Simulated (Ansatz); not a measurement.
**Geometry relaxation of Si₆H₂O₁₃ (part 3 of 3)**

Si₆H₂O₁₃ (slab, 21 atoms in the cell); DFT PBE+D3(BJ), scalar-relativistic, plane waves, PAW, no spin polarisation (Ansatz 0.2.0); cutoff 420 eV, 3×3×1 k-mesh, Gaussian smearing of 0.05 eV. The structure derives from an entry of the Crystallography Open Database. The input holds or restrains some coordinates. It belongs to a series of runs on one base structure; here: 1 H2O a cell, tilted, over a bridge O-Si site.

Geometry of the input (Å; fractional positions):
```
4.9153  0.0000  0.0000
0.0000  5.4221  0.0000
0.0000  0.0000  26.6637
O  0.7268  0.7798  0.3000
O  0.9311  0.2202  0.3218
Si 0.2331  0.3333  0.3307
Si 0.7331  0.0000  0.3415
O  0.4311  0.1131  0.3505
O  0.2268  0.5536  0.3722
O  0.8421  0.8869  0.3942
Si 0.0339  0.6667  0.4159
O  0.8421  0.4464  0.4377
O  0.2297  0.7729  0.4600
O  0.4340  0.2134  0.4801
Si 0.7357  0.3265  0.4899
Si 0.2364  -0.0036  0.5012
O  0.9352  0.1092  0.5092
O  0.7116  0.5458  0.5320
O  0.3462  0.8785  0.5536
Si 0.4484  0.6032  0.5676
O  0.3070  0.4179  0.6017
O  0.7786  0.5931  0.6522
H  0.8777  0.5105  0.6246
H  0.8377  0.7674  0.6504
```

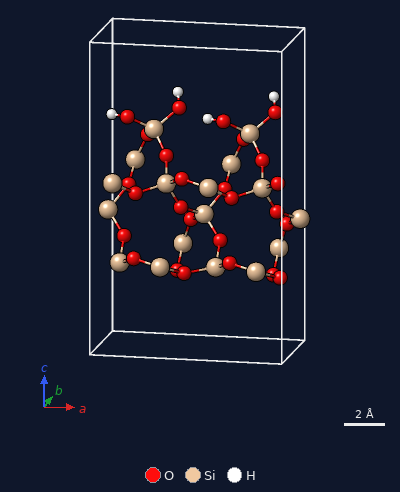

**Figure 1.** The geometry at step 12 of the log (ball-and-stick view of the 2 × 1 repeat of the cell, with the vacuum cut short, seen slightly off an axis).

Trajectory as extended XYZ, continued:
```
21
Lattice="4.9153 0.0000 0.0000 0.0000 5.4221 0.0000 0.0000 0.0000 26.6637" Properties=species:S:1:pos:R:3:forces:R:3 step=6 energy=-11238.95404
O     3.5726    4.2280    8.0000   -0.2463   0.4549   0.5560
O     4.5766    1.1941    8.5796    1.4835   1.5476  -0.4876
Si    1.1456    1.8074    8.8179   -1.0033  -0.1700   2.3479
Si    3.6032    0.0000    9.1063    0.4484  -3.6385  -2.2414
O     2.1189    0.6133    9.3446   -0.9456   1.5361  -0.4241
O     1.1150    3.0015    9.9242    0.5473  -0.4612  -0.9272
O     4.1390    4.8088   10.5109    0.4406   0.2078   1.2326
Si    0.1665    3.6147   11.0905   -0.6217   0.5343   0.2602
O     4.1390    2.4206   11.6701   -0.0150  -0.1722   0.2128
O     1.1394    4.1642   12.2795   -0.0878  -0.1863  -0.1018
O     2.1493    1.1112   12.7944    0.1064   0.0177  -0.1373
Si    3.6174    1.7451   13.0585    0.3685  -0.3988  -0.1117
Si    1.1988   -0.0600   13.3842   -0.2381   0.1715  -0.0781
O     4.6234    0.5565   13.5856   -0.1929   0.2449  -0.0711
O     3.4825    2.8755   14.2150   -0.4278  -0.2591  -0.1857
O     1.8007    4.7788   14.7882   -0.0471   0.0633   0.2349
Si    2.3155    3.3115   15.2935    0.0460  -0.6463   0.1621
O     1.2383    2.3502   15.9325   -0.0142   0.9433  -0.1838
O     3.6812    3.4641   16.5472    0.3643   0.3437   0.4672
H     4.5659    2.9852   16.2896    0.4337  -0.2380  -0.3921
H     3.9962    4.2935   16.9540   -0.3980   0.1048  -0.1323
21
Lattice="4.9153 0.0000 0.0000 0.0000 5.4221 0.0000 0.0000 0.0000 26.6637" Properties=species:S:1:pos:R:3:forces:R:3 step=8 energy=-11239.37706
O     3.5726    4.2280    8.0000   -0.2446   0.4602   0.5672
O     4.5766    1.1941    8.5796    1.4812   1.5442  -0.4840
Si    1.1456    1.8074    8.8179   -1.0005  -0.1629   2.3617
Si    3.6032    0.0000    9.1063    0.4363  -3.6397  -2.2767
O     2.1189    0.6133    9.3446   -0.9418   1.5348  -0.4328
O     1.1150    3.0015    9.9242    0.5462  -0.4640  -0.9615
O     4.1390    4.8088   10.5109    0.4502   0.2169   1.2536
Si    0.1665    3.6147   11.0905   -0.7300   0.3537   0.1422
O     4.1390    2.4206   11.6701    0.0773  -0.0573  -0.1947
O     1.1300    4.1425   12.2841   -0.0638  -0.2941  -0.0715
O     2.1365    1.0714   12.7025    0.2261   0.2956  -0.4466
Si    3.5957    1.6976   13.0071   -0.0678  -0.0112   0.3224
Si    1.1926   -0.0566   13.3525    0.0323  -0.1287   0.0501
O     4.6168    0.5445   13.5520   -0.1797   0.1563   0.0730
O     3.3818    2.7987   14.1810   -0.3914  -0.3152   0.0764
O     1.8707    4.8709   14.7500    0.0506  -0.0488   0.1455
Si    2.3656    3.3977   15.3154   -0.1386   0.2256   0.1259
O     1.1118    2.6802   16.0002    0.5707   0.3323  -0.3359
O     3.7908    3.6247   16.4044   -1.3899   0.6289   0.1349
H     4.7970    3.2150   16.1079    1.2843  -0.4476  -0.0226
H     3.8914    4.4894   16.8432   -0.0061  -0.1819  -0.0268
21
Lattice="4.9153 0.0000 0.0000 0.0000 5.4221 0.0000 0.0000 0.0000 26.6637" Properties=species:S:1:pos:R:3:forces:R:3 step=10 energy=-11240.01406
O     3.5726    4.2280    8.0000   -0.2429   0.4633   0.5760
O     4.5766    1.1941    8.5796    1.4815   1.5438  -0.4822
Si    1.1456    1.8074    8.8179   -0.9940  -0.1695   2.3737
Si    3.6032    0.0000    9.1063    0.4252  -3.6278  -2.2962
O     2.1189    0.6133    9.3446   -0.9410   1.5330  -0.4511
O     1.1150    3.0015    9.9242    0.5434  -0.4379  -0.9541
O     4.1390    4.8088   10.5109    0.4841   0.2180   1.2775
Si    0.1665    3.6147   11.0905   -0.8312   0.2061   0.0770
O     4.1390    2.4206   11.6701    0.1683   0.1348  -0.3938
O     1.1202    4.1267   12.2964   -0.0672  -0.0868   0.1197
O     2.1153    1.0794   12.5925    0.1090   0.1372  -0.2923
Si    3.5607    1.6971   12.9839   -0.2599   0.1529   0.3784
Si    1.1819   -0.0260   13.3146    0.0512   0.0886  -0.1682
O     4.5987    0.5666   13.5416    0.0621   0.0221   0.0801
O     3.2903    2.7857   14.1604   -0.3569  -0.3052   0.2692
O     1.9275    5.0038   14.7078   -0.1471  -0.2644   0.0369
Si    2.4442    3.5533   15.3250    0.3208   0.7551  -0.6387
O     1.1565    2.9398   16.0655    1.2901  -0.8849  -0.0027
O     3.8017    3.8271   16.2953   -1.5053   1.0314   0.6560
H     5.1506    3.3562   16.0621    0.2680  -0.0523  -0.0335
H     3.7241    4.6381   16.8416    0.1430  -0.4613  -0.1316
21
Lattice="4.9153 0.0000 0.0000 0.0000 5.4221 0.0000 0.0000 0.0000 26.6637" Properties=species:S:1:pos:R:3:forces:R:3 step=12 energy=-11240.36497
O     3.5726    4.2280    8.0000   -0.2441   0.4610   0.5692
O     4.5766    1.1941    8.5796    1.4856   1.5491  -0.4851
Si    1.1456    1.8074    8.8179   -0.9918  -0.1830   2.3647
Si    3.6032    0.0000    9.1063    0.4328  -3.6273  -2.2685
O     2.1189    0.6133    9.3446   -0.9466   1.5335  -0.4547
O     1.1150    3.0015    9.9242    0.5483  -0.4079  -0.8949
O     4.1390    4.8088   10.5109    0.4632   0.2333   1.2302
Si    0.1665    3.6147   11.0905   -0.8569   0.2679   0.1417
O     4.1390    2.4206   11.6701    0.1936   0.2546  -0.3706
O     1.1015    4.1474   12.3075   -0.0554  -0.0341  -0.0505
O     2.1030    1.1281   12.5699    0.1579   0.1092   0.0107
Si    3.5466    1.7415   13.0050   -0.2072   0.1129   0.0686
Si    1.1624    0.0223   13.2896    0.0689  -0.0535   0.1665
O     4.5851    0.6099   13.5509   -0.0094  -0.0293   0.0457
O     3.3105    2.8410   14.1750    0.0553  -0.0850   0.2397
O     1.8802    5.0465   14.7016   -0.1862  -0.2911  -0.0955
Si    2.5033    3.6538   15.3256    0.0075   0.4511  -0.2528
O     1.3171    2.8498   16.0768    0.1342  -0.3789  -0.0699
O     3.7149    4.0166   16.3913    0.1252  -0.3273  -0.4415
H     5.3419    3.2582   16.0746   -0.1470   0.0848   0.1301
H     3.5048    4.6855   17.0424   -0.0272   0.3604   0.4162
21
Lattice="4.9153 0.0000 0.0000 0.0000 5.4221 0.0000 0.0000 0.0000 26.6637" Properties=species:S:1:pos:R:3:forces:R:3 step=13 energy=-11240.41808
O     3.5726    4.2280    8.0000   -0.2456   0.4581   0.5616
O     4.5766    1.1941    8.5796    1.4879   1.5515  -0.4874
Si    1.1456    1.8074    8.8179   -0.9953  -0.1838   2.3553
Si    3.6032    0.0000    9.1063    0.4430  -3.6313  -2.2473
O     2.1189    0.6133    9.3446   -0.9496   1.5344  -0.4446
O     1.1150    3.0015    9.9242    0.5533  -0.4098  -0.8785
O     4.1390    4.8088   10.5109    0.4425   0.2400   1.2007
Si    0.1665    3.6147   11.0905   -0.9150   0.2979   0.0966
O     4.1390    2.4206   11.6701    0.0689   0.1337  -0.1320
O     1.0938    4.1543   12.3065    0.0836   0.0646   0.0165
O     2.1099    1.1390   12.6239   -0.0724  -0.0916   0.0842
Si    3.5546    1.7590   13.0275    0.0712   0.0619  -0.0812
Si    1.1567    0.0143   13.3100   -0.0673   0.0579  -0.0180
O     4.5818    0.6114   13.5670    0.0213  -0.0220  -0.0076
O     3.3633    2.8560   14.2035    0.0420  -0.0340   0.0354
O     1.8182    4.9858   14.7274   -0.0858  -0.0297   0.0017
Si    2.5308    3.6533   15.3449    0.0926  -0.1409  -0.1062
O     1.4094    2.7263   16.0813   -0.0723   0.1051   0.0071
O     3.7565    4.0466   16.3811    0.0963   0.1765   0.1874
H     5.4531    3.1638   16.2115   -0.0024  -0.0822  -0.0585
H     3.5650    4.6818   17.0871    0.0032  -0.0557  -0.0859
21
Lattice="4.9153 0.0000 0.0000 0.0000 5.4221 0.0000 0.0000 0.0000 26.6637" Properties=species:S:1:pos:R:3:forces:R:3 step=15 energy=-11240.43211
O     3.5726    4.2280    8.0000   -0.2457   0.4598   0.5625
O     4.5766    1.1941    8.5796    1.4850   1.5493  -0.4868
Si    1.1456    1.8074    8.8179   -0.9993  -0.1769   2.3548
Si    3.6032    0.0000    9.1063    0.4433  -3.6422  -2.2486
O     2.1189    0.6133    9.3446   -0.9480   1.5363  -0.4366
O     1.1150    3.0015    9.9242    0.5445  -0.4490  -0.9133
O     4.1390    4.8088   10.5109    0.4187   0.2313   1.2035
Si    0.1665    3.6147   11.0905   -0.8083   0.3914   0.0469
O     4.1390    2.4206   11.6701    0.0790   0.1175  -0.0726
O     1.1178    4.1674   12.2831    0.0156  -0.0104  -0.0103
O     2.1129    1.1516   12.6788   -0.0203   0.0094   0.0053
Si    3.5739    1.7609   13.0369    0.0006  -0.0195  -0.0017
Si    1.1597    0.0022   13.3180   -0.0171   0.0096   0.0326
O     4.5807    0.5894   13.5610    0.0010   0.0036  -0.0226
O     3.4403    2.8582   14.2226    0.0433  -0.0067  -0.0140
O     1.7906    4.9346   14.7330   -0.0144  -0.0048  -0.0274
Si    2.5811    3.6478   15.3507    0.0254  -0.0204  -0.0276
O     1.4996    2.6779   16.0939   -0.0573  -0.0208  -0.0012
O     3.7828    4.1179   16.3785    0.0951  -0.0563  -0.0282
H     5.5251    3.0724   16.1961   -0.0281   0.0135   0.0035
H     3.5789    4.8179   17.0098   -0.0132   0.0857   0.0820
21
Lattice="4.9153 0.0000 0.0000 0.0000 5.4221 0.0000 0.0000 0.0000 26.6637" Properties=species:S:1:pos:R:3:forces:R:3 step=17 energy=-11240.43393
O     3.5726    4.2280    8.0000   -0.2455   0.4606   0.5640
O     4.5766    1.1941    8.5796    1.4833   1.5473  -0.4861
Si    1.1456    1.8074    8.8179   -1.0007  -0.1718   2.3566
Si    3.6032    0.0000    9.1063    0.4420  -3.6438  -2.2547
O     2.1189    0.6133    9.3446   -0.9464   1.5359  -0.4345
O     1.1150    3.0015    9.9242    0.5402  -0.4641  -0.9341
O     4.1390    4.8088   10.5109    0.4158   0.2282   1.2126
Si    0.1665    3.6147   11.0905   -0.7720   0.4003   0.0254
O     4.1390    2.4206   11.6701    0.0819   0.1180  -0.0451
O     1.1284    4.1685   12.2747   -0.0018  -0.0008   0.0042
O     2.1085    1.1618   12.6870    0.0004   0.0017   0.0024
Si    3.5777    1.7570   13.0371    0.0011  -0.0055   0.0049
Si    1.1633   -0.0006   13.3155   -0.0085  -0.0053  -0.0025
O     4.5790    0.5761   13.5506   -0.0014   0.0010  -0.0046
O     3.4635    2.8500   14.2306   -0.0060  -0.0011  -0.0041
O     1.8007    4.9261   14.7247    0.0009   0.0002  -0.0041
Si    2.5910    3.6411   15.3488    0.0193   0.0076   0.0097
O     1.4959    2.6780   16.0839   -0.0027  -0.0074  -0.0019
O     3.7909    4.1145   16.3827    0.0039   0.0001   0.0025
H     5.5257    3.0836   16.1890   -0.0037   0.0030  -0.0050
H     3.5812    4.8061   17.0251   -0.0003  -0.0041  -0.0057
```

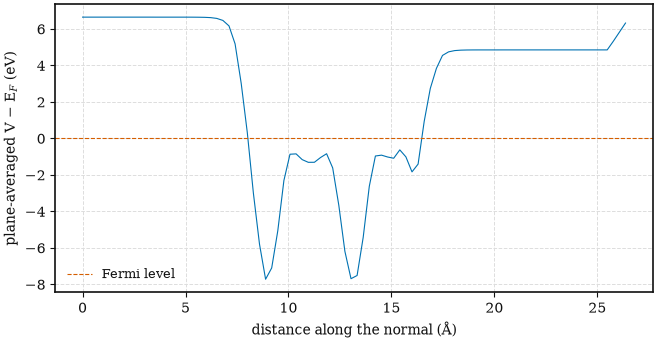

**Figure 2.** Plane average of the electrostatic potential energy of an electron across the cell, from the Fermi level. The vacuum level lies 4.85 eV above the Fermi level on the upper side and 6.65 eV on the lower.

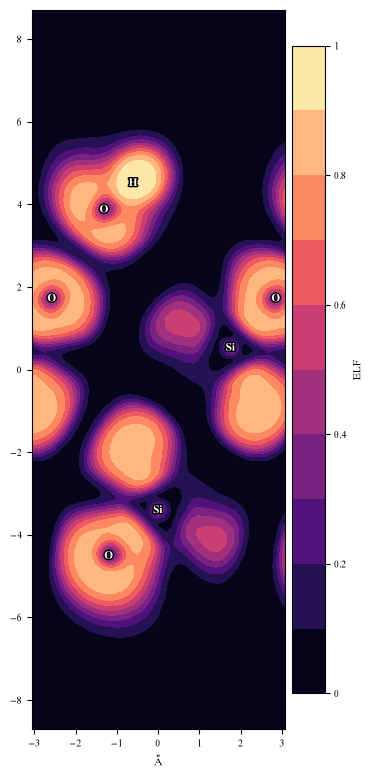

**Figure 3.** Electron localisation function on the (100) plane of the calculation cell, a cut from vacuum to vacuum. The plane passes through O, Si and H nuclei. O–H (0.97 Å): the ELF climbs to about 1 towards the hydrogen, as it does in any bond to H (a covalent bond by its length). Si–O (1.63 Å): the ELF peaks at about 0.85 between the atoms, which marks a shared but strongly polarised pair. Core electrons are frozen (PAW), so the fields are smoothed inside the atomic spheres.

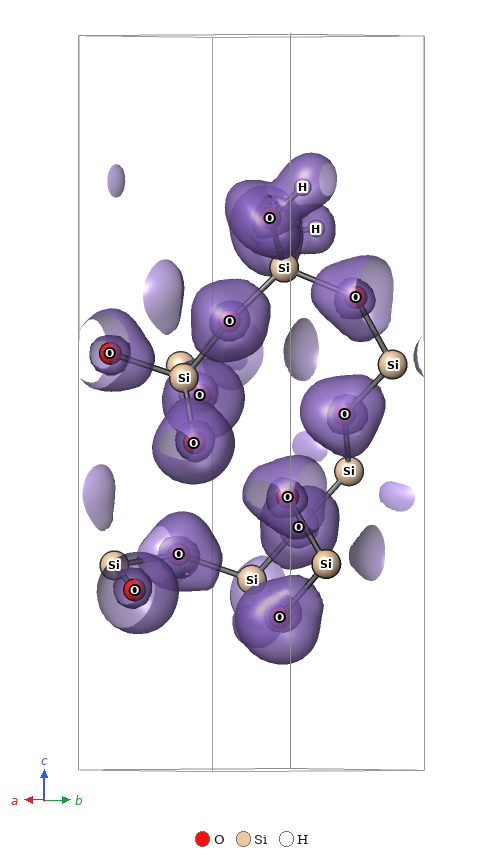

**Figure 4.** Isosurface of the ELF at 0.75 (purple), seen at an oblique angle. Core shells and regions of very low density are left out. Sticks mark near contacts. Counts are for one cell; the picture repeats the cell along the surface. Profiles from the grid: O–H (0.97 Å): the ELF climbs to about 1 towards the hydrogen (a covalent bond by its length).

Results in brief:

```json
{"quantity": "outcome", "value": "converged under the restraints of the input"}
{"quantity": "electrons treated", "value": "104"}
{"quantity": "free energy", "value": "−11240.4339 eV"}
{"quantity": "work function, top face", "value": "4.85 eV"}
{"quantity": "work function, bottom face", "value": "6.65 eV"}
{"quantity": "Fermi energy", "value": "−2.187 eV"}
{"quantity": "gap on the k-point mesh", "value": "0.33 eV"}
{"quantity": "final volume", "value": "710.62 Å³"}
{"quantity": "work function (upper face)", "value": "4.85 eV"}
{"quantity": "largest force (length of the vector) at the end, held atoms and coordinates included", "value": "4.308 eV/Å"}
{"quantity": "wall time", "value": "5 min (CPU time 10 min)"}
{"quantity": "peak memory", "value": "0.96 GiB"}
```

Remarks:

Warnings of the run: the exchange-correlation potential is rough where the density is thin.
